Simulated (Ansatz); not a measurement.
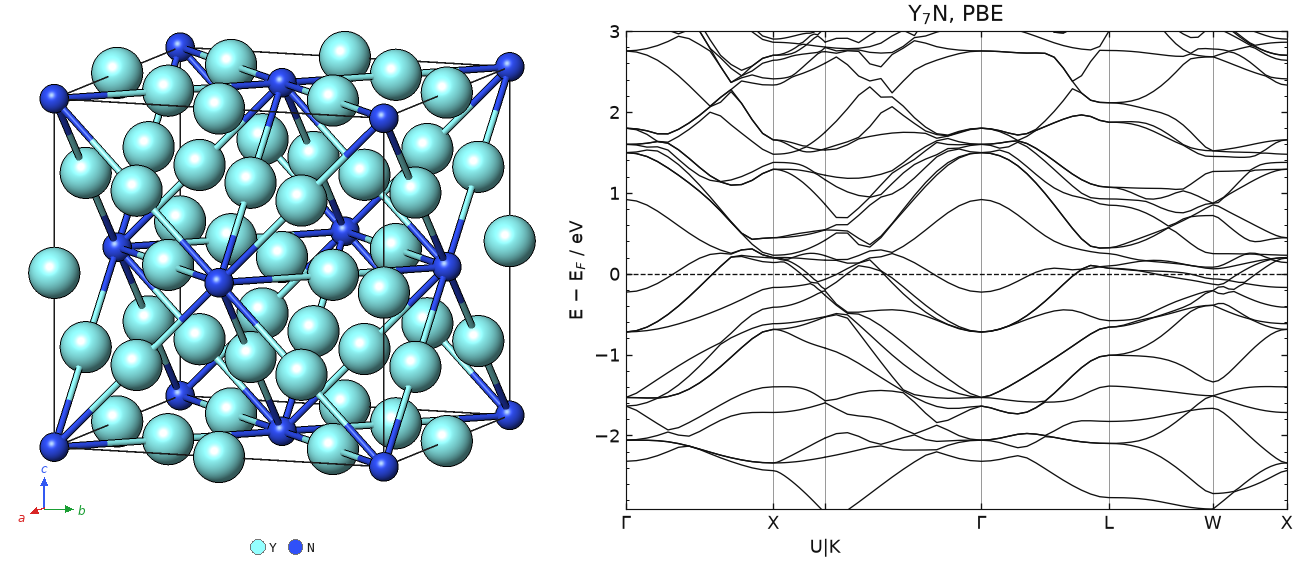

Band structure, beside the structure. Energies are counted from the Fermi level.

System: Y7N, space group Fm-3m (No. 225), 8 atoms in the cell.

```cif
data_structure
_symmetry_space_group_name_H-M 'Fm-3m'
_symmetry_Int_Tables_number 225
_cell_length_a 9.6652
_cell_length_b 9.6652
_cell_length_c 9.6652
_cell_angle_alpha 90.000
_cell_angle_beta 90.000
_cell_angle_gamma 90.000
_cell_volume 902.90
loop_
_atom_site_label
_atom_site_type_symbol
_atom_site_symmetry_multiplicity
_atom_site_Wyckoff_symbol
_atom_site_fract_x
_atom_site_fract_y
_atom_site_fract_z
_atom_site_occupancy
Y1 Y 24 d 0.25000 0.25000 0.00000 1
Y2 Y 4 b 0.50000 0.00000 0.00000 1
N1 N 4 a 0.00000 0.00000 0.00000 1
```

Method: DFT PBE, scalar-relativistic, plane waves, PAW, no spin polarisation, 8×8×8 k mesh, 420 eV cutoff (Ansatz 0.2.0).

Does this material conduct, going by its bands?

Answer. A metal: 3 bands cross the Fermi level along this path.

The structure is an invented one, so it need not be a known or stable phase.
